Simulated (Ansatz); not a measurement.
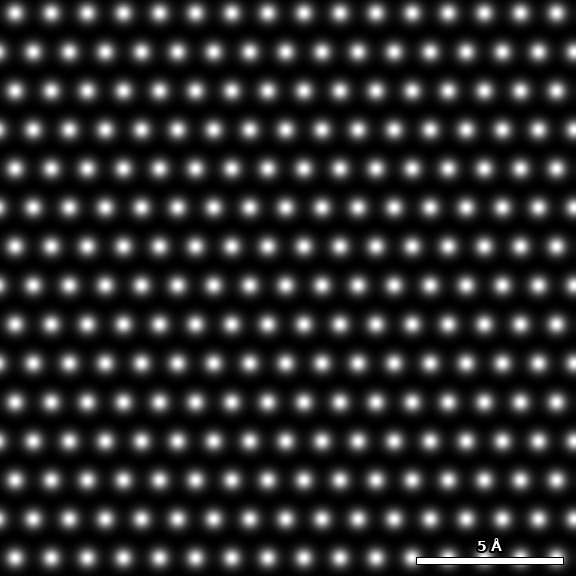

Projected-potential map of a crystal. Computed as the sum of neutral-atom potentials (tabulated electron scattering factors, B = 0.8 Å²) projected along the beam and smoothed by 0.25 Å; brighter is more positive.

### Measure the repeat of the pattern.

The pattern repeats on a centred rectangular net of 1.2 × 2.7 Å.

### Which plane group does this projection have?

c2mm: perpendicular mirror lines on a centred net, with further twofold points between them.

### How many columns does the smallest repeating cell hold, and how many levels of brightness?

1 column in the primitive cell of 1.7 Å², all of one brightness.

The crystal is W (P6/mmm, No. 191) seen along [201]. Structure used: the geometry relaxed with DFT, r2SCAN, plane waves (500 eV) with PAW, scalar-relativistic (Ansatz 0.2.0); the starting structure was generated, so it need not be a known form of this composition.
